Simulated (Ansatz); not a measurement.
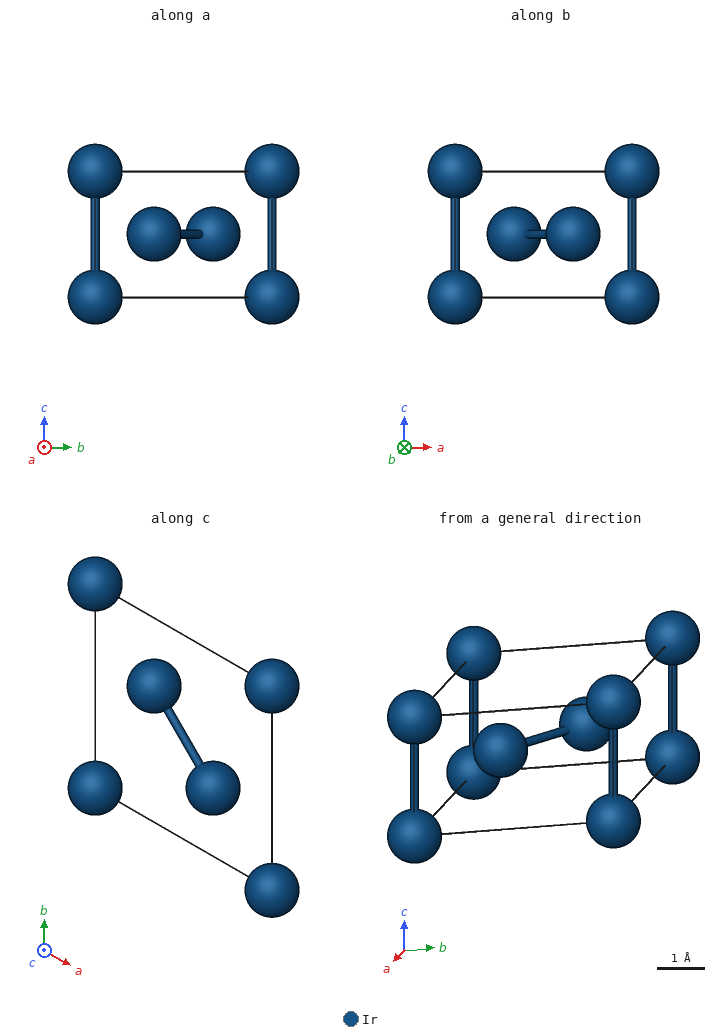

The image is a ball-and-stick drawing of a crystal, viewed along the a axis, along the b axis, along the c axis and from a general direction. The parallelepiped is the conventional unit cell.

Edges and angles: a = 4.35 Å, b = 4.35 Å, c = 2.68 Å, α = 90.00°, β = 90.00°, γ = 120.00°.

How many atoms does the cell contain?

Answer. 3 (iridium), counting shared atoms by their share.

Name the space group.

Answer. P6/mmm (No. 191), with Ir on 1a and Ir on 2d.

Which prototype does it follow?

Answer. Ω phase (AlB₂-like).

The model was built from a textbook structure type filled with this element (whether it is the usual form wasn't checked). This is the structure after a relaxation with Ansatz, DFT r2SCAN, scalar-relativistic, plane waves, PAW.
